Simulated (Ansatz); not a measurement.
Sn$_{7}$Se$_{8}$ (cell with a defect)

Input file:

```
crystal:
  lattice:
    - [0.0, 8.4440215827, 0.0]
    - [-8.4440215827, 0.0, 0.0]
    - [4.2220107914, -4.2220107914, 5.9710971959]
  atoms:
    - { symbol: Sn, position: [0.6250443571, 0.3750443571, 0.2500887142] }
    - { symbol: Sn, position: [0.1250443571, 0.8750443571, 0.2500887142] }
    - { symbol: Sn, position: [0.6250443571, 0.8750443571, 0.2500887142] }
    - { symbol: Sn, position: [0.6249556429, 0.3749556429, 0.7499112858] }
    - { symbol: Sn, position: [0.1249556429, 0.3749556429, 0.7499112858] }
    - { symbol: Sn, position: [0.6249556429, 0.8749556429, 0.7499112858] }
    - { symbol: Sn, position: [0.125, 0.625, 0.5] }
    - { symbol: Se, position: [0.8749675975, 0.6249675975, 0.7499351949] }
    - { symbol: Se, position: [0.3749675975, 0.6249675975, 0.7499351949] }
    - { symbol: Se, position: [0.8749675975, 0.1249675975, 0.7499351949] }
    - { symbol: Se, position: [0.3749675975, 0.1249675975, 0.7499351949] }
    - { symbol: Se, position: [0.3750324025, 0.6250324025, 0.2500648051] }
    - { symbol: Se, position: [0.8750324025, 0.6250324025, 0.2500648051] }
    - { symbol: Se, position: [0.3750324025, 0.1250324025, 0.2500648051] }
    - { symbol: Se, position: [0.8750324025, 0.1250324025, 0.2500648051] }
basis:
  ecutwfc: 420
kpoints:
  mp_grid: { grid: [4, 4, 4] }
hamiltonian:
  xc: pbe
  dispersion: d3bj
scf:
  occupations: { method: gaussian, width: 0.05 }
output:
  forces: true
  stress: true
  eigenvalues: true
  write_density: true
  write_potential: true
  elf: true
  volumetric_format: npy
relax:
  adjacent_minimum: "off"
  f_tol: 0.02
  max_steps: 60
  escape_saddle: false
```

Run with:

```sh
ansatz run input.yaml --threads 4 --pin off --max-ram 9216MiB --backend cpu --events-out ev --progress --plain --runs-dir out
```

The fields are those of the relaxed geometry.

Theory: Ansatz, DFT PBE+D3(BJ), scalar-relativistic, plane waves, PAW.

Predict the valence pseudo-density and electron localisation function between the atoms.

Answer. Sn–Se (2.70 Å): the density is about 0.38 e/Å³ at the midpoint; the ELF is about 0.50 at the midpoint.

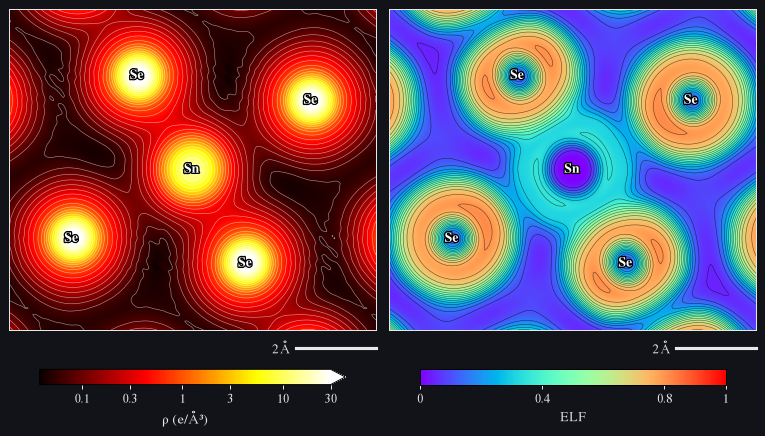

Computed valence pseudo-density and electron localisation function on the (101̄) plane of the calculation cell, in this order. 

Core electrons are frozen (PAW), and the valence fields are smoothed inside the atomic spheres.
